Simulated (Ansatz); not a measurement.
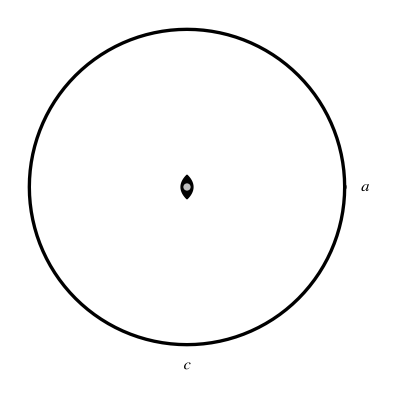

Stereographic projection: heavy lines are mirror planes (a heavy rim: a mirror in the plane of the page); lens, triangle, square and hexagon are 2-, 3-, 4- and 6-fold axes, a lens in an open square is −4, a triangle in an open hexagon −6; thin dashed diameters join the ends of axes that lie in the page; a small open circle marks inversion. The b axis points at the viewer. Computed from the symmetry operations of a computed or model structure of composition SiGe3.

**Which point group is this?**

2/m (C2h), order 4, monoclinic system: one twofold axis, one mirror plane, an inversion centre.

**Which physical properties does it allow?**

It is centrosymmetric, so neither piezoelectric nor pyroelectric; it is not chiral.
